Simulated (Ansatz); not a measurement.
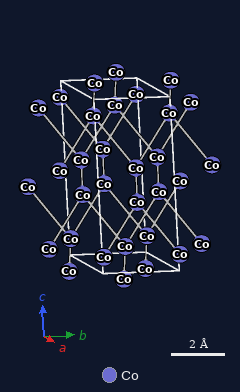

Solid Co (built on the F_12 type) (coarse preliminary run), before the relaxation. Style: ball-and-stick. Shown: the conventional cell (2 times the calculation's cell), slightly off an axis. Lengths and directions refer to the drawn axes.

Case: F type (C2/m, No. 12).

These are results of DFT PBE, scalar-relativistic, plane waves, PAW (Ansatz), not measurements.

Input file:
```yaml
crystal:
  lattice:
    - [2.5363514373, -1.5125877662, 0.0]
    - [2.5363514373, 1.5125877662, 0.0]
    - [-1.4166767895, 0.0, 6.5668628947]
  atoms:
    - { symbol: Co, position: [0.0504, 0.0504, 0.0996] }
    - { symbol: Co, position: [0.9496, 0.9496, 0.9004] }
    - { symbol: Co, position: [0.505, 0.505, 0.6] }
    - { symbol: Co, position: [0.495, 0.495, 0.4] }
basis:
  ecutwfc: 420
kpoints:
  mp_grid: { grid: [6, 6, 4] }
hamiltonian:
  xc: pbe
scf:
  occupations: { method: gaussian, width: 0.1 }
  lower_state_search: "off"
output:
  forces: true
  stress: true
  eigenvalues: true
relax:
  adjacent_minimum: "off"
  f_tol: 0.04
  max_steps: 70
  cell: { stress_tol: 0.4 }
```

Q: Predict the outcome.

A: Over 13 accepted moves (15 points after the start) the energy falls by 7436 meV per atom. The largest force component goes from 71 to 0.0007 eV/Å. The pressure goes from 184.44 to 0.12 GPa. The SCF was repeated twice at an unchanged geometry on a basis and grid sized afresh for the cell, which shifted the energy by 30.5 meV per atom at most. The largest moves relative to the cell, 0.85 Å, are those of Co3 and Co4. Co3 goes roughly along +a. The drawn cell changes as follows: a 5.073 → 4.250 Å (−16.2 %), b 3.025 → 2.453 Å (−18.9 %), c 6.718 → 8.051 Å (+19.8 %), β 102.2° → 100.1°; the volume changes by −18.0 %. Near-neighbour distances that change, for instance: Co3–Co4 1.334 → 2.442 Å, Co1–Co2 1.328 → 2.431 Å, Co1–Co2 (another image) 3.413 → 2.434 Å, Co3–Co4 (another image) 3.418 → 2.443 Å. New bonds form: Co1–Co1 (2.95 → 2.45 Å), Co1–Co2 (3.41 → 2.43 Å), Co2–Co2 (2.95 → 2.45 Å), Co3–Co3 (2.95 → 2.45 Å). Bond angles that change, for instance: Co2–Co3–Co4 143.1° → 119.6°, Co1–Co2–Co3 134.8° → 146.2°, Co3–Co2–Co3 71.6° → 60.5°. The space group (tolerance 0.01 Å) goes from C2/m (No. 12) to R-3m (No. 166).

Final geometry:

```
CELL_PARAMETERS angstrom
2.12487 -1.22657 -0.03585
2.12487 1.22657 -0.03585
-1.27966 0.00000 7.94818
ATOMIC_POSITIONS crystal
Co 0.87525 0.87525 0.12476
Co 0.12475 0.12475 0.87524
Co 0.70821 0.70821 0.62552
Co 0.29179 0.29179 0.37448
```

After the run, drawn alike:

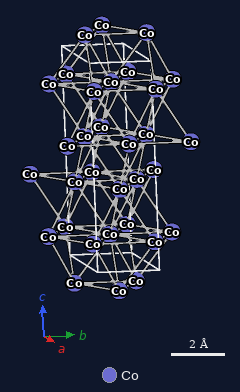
